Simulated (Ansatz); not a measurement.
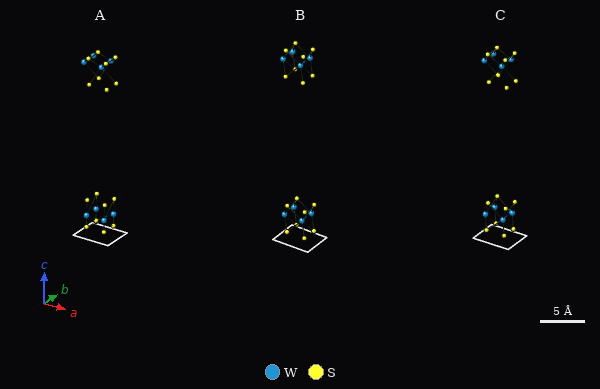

3 geometries from one relaxation of solid WS2 (set up in P1), in shuffled order. The picture is a ball-and-stick view of the 2 × 2 repeat of the cell, outlined in the plane, without the vacuum, seen slightly off an axis.

Case: a zone-boundary wave of random shape, sigma 0.15 Å; relaxed back.

Method: Ansatz, DFT LDA, scalar-relativistic, plane waves, PAW. Settings: plane-wave cutoff 420 eV; k-point mesh 12 × 12 × 1; occupations gaussian; smearing width 0.05 eV; no spin polarisation; cell and atoms relaxed; force threshold 0.01 eV/Å; at most 80 steps.

Order the frames from highest to lowest energy.

Answer. A, C, B. They are steps 0, 2, 8, at +4289 meV per atom, +701 meV per atom relative to the last. Over 7 accepted moves (8 points after the start) the energy falls by 4289 meV per atom. The largest force component goes from 53 to 0.0035 eV/Å. At 1 point the geometry stayed and the basis and grid were re-selected for the new cell (energy shift of 0.3 meV per atom at most each time). The atom that moves furthest relative to the layer's centre is an S atom (0.81 Å at 47° to the normal (+c side)). By element the largest moves are S 0.81 Å, W 0.42 Å. In the plane the drawn cell goes a 6.251 → 6.251 Å (0.0 %), b 6.251 → 6.251 Å (0.0 %). Near-neighbour distances that change, for instance: S–W 3.290 → 2.386 Å, S–W 1.513 → 2.386 Å, S–W 3.038 → 2.386 Å, S–W 1.790 → 2.386 Å. New bonds form, among them: S–W (3.04 → 2.39 Å), S–W (3.29 → 2.39 Å). Bond angles that change, for instance: S–W–S 107.5° → 135.6°, W–S–W 109.5° → 81.8°, S–W–S 109.5° → 81.8°. The space group stays P1 (No. 1).

Limits of the set-up: layers or molecules are held without a dispersion correction, so their spacing is unreliable.
